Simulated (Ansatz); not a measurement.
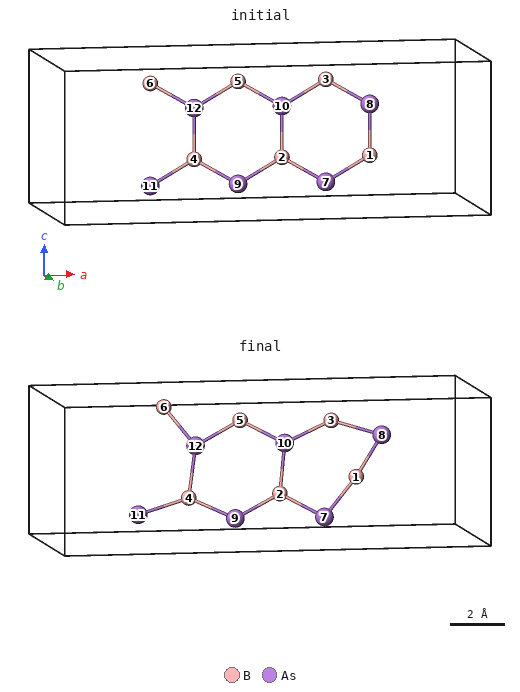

The structure of a wire of composition BAs before (top) and after (bottom) a relaxation, at one scale.

Style: ball-and-stick. Shown: the cell of the calculation, with the vacuum cut short, from a free direction.

Case: armchair ribbon, 6 formula units a period.

All numbers below come from DFT PBEsol, scalar-relativistic, plane waves, PAW (Ansatz 0.2.0).

Input file:
```yaml
crystal:
  lattice:
    - [17.4, 0.0, 0.0]
    - [0.0, 9.3, 0.0]
    - [0.0, 0.0, 5.8229193732]
  atoms:
    - { symbol: B, position: [0.7415132232, 0.5, 0.3333333333] }
    - { symbol: B, position: [0.5483026446, 0.5, 0.3333333333] }
    - { symbol: B, position: [0.6449079339, 0.5, 0.8333333333] }
    - { symbol: B, position: [0.3550920661, 0.5, 0.3333333333] }
    - { symbol: B, position: [0.4516973554, 0.5, 0.8333333333] }
    - { symbol: B, position: [0.2584867768, 0.5, 0.8333333333] }
    - { symbol: As, position: [0.6449079339, 0.5, 0.1666666667] }
    - { symbol: As, position: [0.7415132232, 0.5, 0.6666666667] }
    - { symbol: As, position: [0.4516973554, 0.5, 0.1666666667] }
    - { symbol: As, position: [0.5483026446, 0.5, 0.6666666667] }
    - { symbol: As, position: [0.2584867768, 0.5, 0.1666666667] }
    - { symbol: As, position: [0.3550920661, 0.5, 0.6666666667] }
basis:
  ecutwfc: 420
kpoints:
  mp_grid: { grid: [1, 1, 6] }
hamiltonian:
  xc: pbesol
scf:
  occupations: { method: gaussian, width: 0.05 }
output:
  forces: true
  stress: true
  eigenvalues: true
  populations: true
  write_density: true
  write_potential: true
  elf: true
  volumetric_format: npy
relax:
  adjacent_minimum: "off"
  f_tol: 0.02
  max_steps: 45
  cell: { fix: [a, b, alpha, beta, gamma], stress_tol: 0.03 }
```

Run as
```bash
ansatz run input.yaml --threads 4 --pin off --max-ram 11264MiB --backend cpu --events-out ev --progress --plain --runs-dir out
```

**Describe what moved and what it gained.**

The largest moves relative to the centre of the atoms, 0.68 Å, are those of B1 and B6. Largest moves by element: B 0.68 Å, As 0.48 Å. Along the periodic axis the drawn cell goes c 5.823 → 5.622 Å (−3.4 %). Among the contacts that change: B1–As8 1.941 → 1.844 Å, B3–As8 1.941 → 2.020 Å, B3–As7 1.941 → 1.987 Å, B3–As10 1.941 → 1.963 Å. Bond angles that change, for instance: As7–B1–As8 120.0° → 172.8°, B1–As8–B3 120.0° → 75.0°, B1–As7–B2 120.0° → 100.6°. After 8 accepted moves (10 points after the start) the energy has fallen by 2.616 eV per cell of the calculation. The largest force component goes from 2.2 to 0.0089 eV/Å. The line search rejected the trial step at point 6 of the run. The SCF was repeated once at an unchanged geometry on a basis and grid sized afresh for the cell, which shifted the energy by 2.6 meV per cell of the calculation at most. The run took 110 s on 4 threads of Intel(R) Xeon(R) Platinum 8488C (Sapphire Rapids) (shared host), peak memory 1.4 GiB.
